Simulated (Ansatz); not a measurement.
```
CELL_PARAMETERS angstrom
2.53233 0.00000 0.00000
0.00000 2.53233 0.00000
0.00000 0.00000 2.53233
ATOMIC_POSITIONS crystal
Si 0.00000 0.00000 0.00000
```

Space group Pm-3m; a structure generated by program, which may or may not match a known phase.

All numbers below come from Ansatz 0.2.0, DFT PBE, scalar-relativistic, plane waves, PAW.

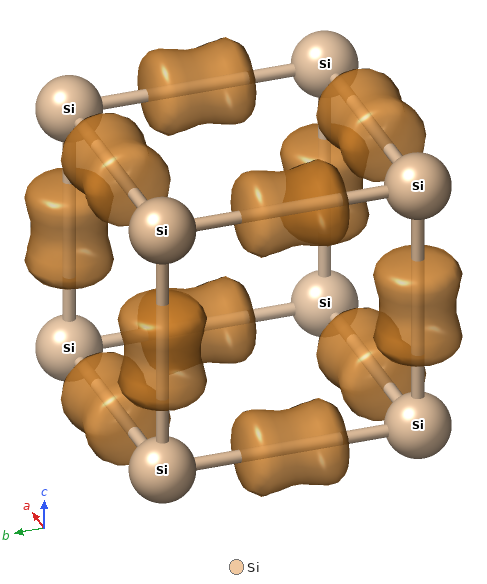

Si. Isosurface of the ELF at 0.75 (orange), seen at an oblique angle. Only the valence region is drawn (cores and ρ < 0.01 e/Å³ removed). Sticks mark near contacts.

### What do the ELF domains correspond to?

At this value the surface marks out three regions between bonded Si–Si atoms, counted in one cell of 1 atoms. Regions shared between cells count once. Profiles from the grid: Si–Si (2.53 Å): the ELF peaks at about 0.85 between the atoms.
